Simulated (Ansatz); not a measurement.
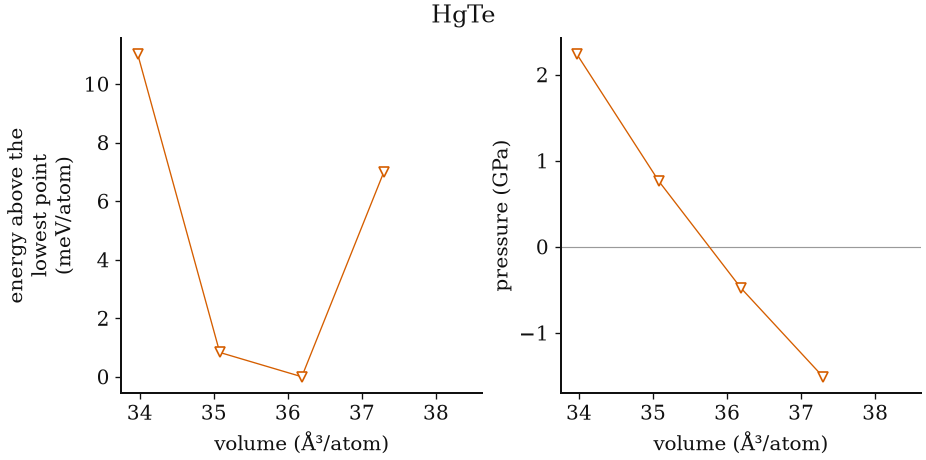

The figure shows the energy above the lowest point and pressure against volume for HgTe, space group F-43m (No. 216) (one of a set of cubic test structures, which need not be the stable phase).

Calculation (Ansatz 0.2.0 development build): equation of state of a cubic crystal from periodic Kohn-Sham density functional theory without spin, third-order Birch-Murnaghan fit to the free energies; pressure corrected for the finite basis. Level: HSE06, no spin-orbit coupling.

```json
{"setting": "structure type", "value": "zinc blende"}
{"setting": "atoms in cell", "value": "2"}
{"setting": "space group number", "value": "216"}
{"setting": "lattice centring", "value": "face-centred primitive"}
{"setting": "k mesh", "value": "4×4×4"}
{"setting": "occupation method", "value": "Fermi–Dirac"}
{"setting": "occupation width", "value": "0.1 eV"}
{"setting": "wave cutoff", "value": "690 eV"}
{"setting": "datasets", "value": "hand-made PAW"}
{"setting": "density tolerance", "value": "0 eV"}
{"setting": "bands", "value": "22"}
{"setting": "density cutoff ratio", "value": "4"}
{"setting": "search for lower states", "value": "default"}
{"setting": "exchange singularity", "value": "regularized"}
```

The point at volume 38.40 Å³/atom is left out of the plot. What does the calculation give there?

```tsv
volume (Å³/atom)	energy above the lowest point (meV/atom)	pressure (GPa)
38.40	20.5	-2.365
```

Note: coarse k-mesh, values are not converged in k.
